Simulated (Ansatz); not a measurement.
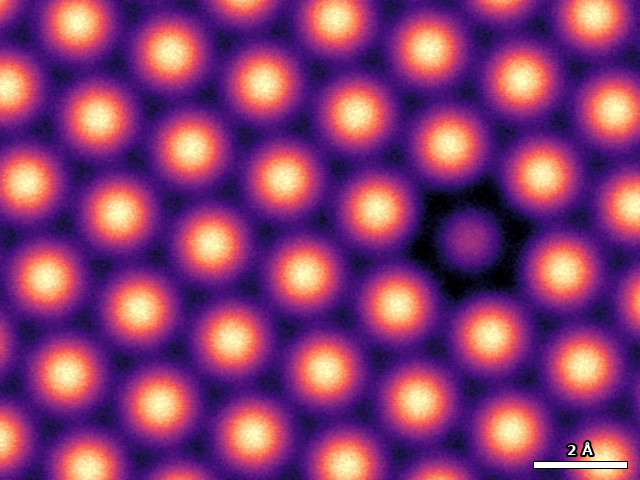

HAADF-like image of Cu (Fd-3m, No. 227) along [111]. The image is simulated as a sum over atoms of Z^1.7, blurred by a 1.30 Å probe (no channelling). The probe carries 15 % of its weight in a tail 2.5 times as wide. The display is stretched by a gamma of 0.8; percentages refer to the linear signal. Shot noise and a slight drift were added.

The sample is 1 repeat (9.1 Å) thick. One point defect was put into the perfect crystal, without relaxing the atoms around it. Brightness is counted from the darkest point of the image. Host structure: the geometry relaxed with Ansatz, DFT, PBEsol, plane waves (420 eV) with PAW, scalar-relativistic; the starting structure was generated, so it need not be a known form of this composition.

Where is the defect (in Å from the left and the top edge), and what does its contrast suggest?

At about 10 Å from the left and 5 Å from the top. The column is dimmer, which points to a vacancy or a lighter atom. The column holds 2 atoms (Cu) through the sample, and one Cu atom is missing, so its peak drops to about 30 % of that of its equals.
